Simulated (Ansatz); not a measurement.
Consider Si2W (slab).

The calculation's input:

```
crystal:
  lattice:
    - [4.566546473, 0.0, 0.0]
    - [-2.2832732365, 3.9336866682, 0.0]
    - [0.0, 0.0, 24.1330929461]
  atoms:
    - { symbol: Si, position: [0.1654325919, 0.3308651837, 0.3107765762] }
    - { symbol: Si, position: [0.8345674081, 0.6691348163, 0.3107765762] }
    - { symbol: W, position: [0.5, 0.0, 0.3107765762] }
    - { symbol: Si, position: [0.6654325919, 0.3308651837, 0.4053882881] }
    - { symbol: Si, position: [0.3345674081, 0.6691348163, 0.4053882881] }
    - { symbol: W, position: [0.0, 0.0, 0.4053882881] }
    - { symbol: Si, position: [0.1654325919, 0.3308651837, 0.5] }
    - { symbol: Si, position: [0.8345674081, 0.6691348163, 0.5] }
    - { symbol: W, position: [0.5, 0.0, 0.5] }
    - { symbol: Si, position: [0.6654325919, 0.3308651837, 0.5946117119] }
    - { symbol: Si, position: [0.3345674081, 0.6691348163, 0.5946117119] }
    - { symbol: W, position: [0.0, 0.0, 0.5946117119] }
    - { symbol: Si, position: [0.1654325919, 0.3308651837, 0.6892234238] }
    - { symbol: Si, position: [0.8345674081, 0.6691348163, 0.6892234238] }
    - { symbol: W, position: [0.5, 0.0, 0.6892234238] }
basis:
  ecutwfc: 420
kpoints:
  mp_grid: { grid: [9, 9, 1] }
hamiltonian:
  xc: pbe
scf:
  occupations: { method: gaussian, width: 0.1 }
output:
  forces: true
  eigenvalues: true
  write_density: true
  write_potential: true
  elf: true
  volumetric_format: npy
efield:
  axis: 3
  dipole_correction: true
  ramp_width: 0.04
```

Command:

```sh
ansatz run input.yaml --threads 4 --pin off --max-ram 9216MiB --backend cpu --events-out ev --progress --plain --runs-dir out
```

Not relaxed (largest force 1.9 eV/Å).

Computed with DFT PBE, scalar-relativistic, plane waves, PAW (Ansatz).

Q: What can the converged valence pseudo-density and electron localisation function tell about the bonding?

A: Si–W (2.63 Å): ρ at the midpoint is about 0.41 e/Å³; the ELF peaks at about 0.75 in the valence shell of Si, 0.9 Å from its nucleus, and is about 0.45 at the midpoint.

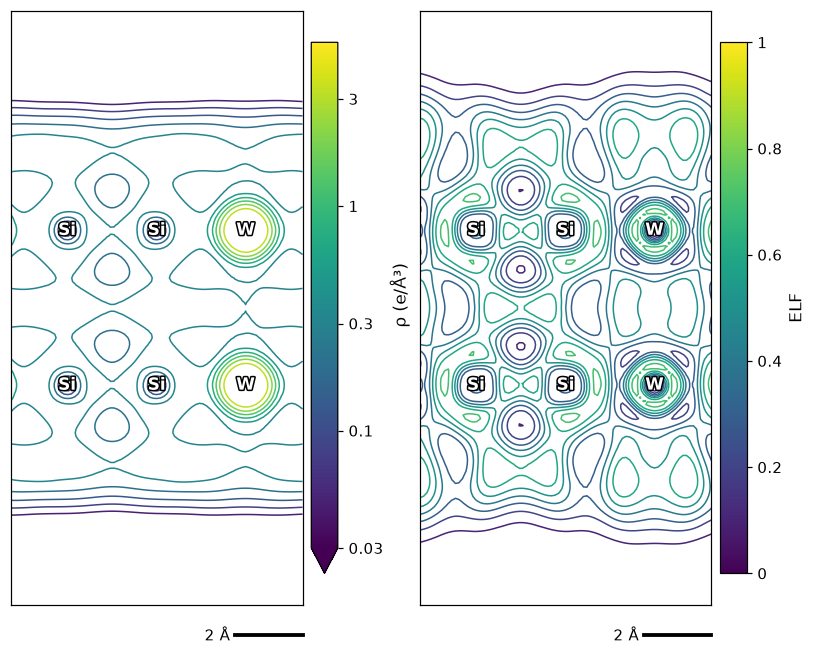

Computed valence pseudo-density and electron localisation function on the (110) plane of the calculation cell, a cut from vacuum to vacuum, in this order. 
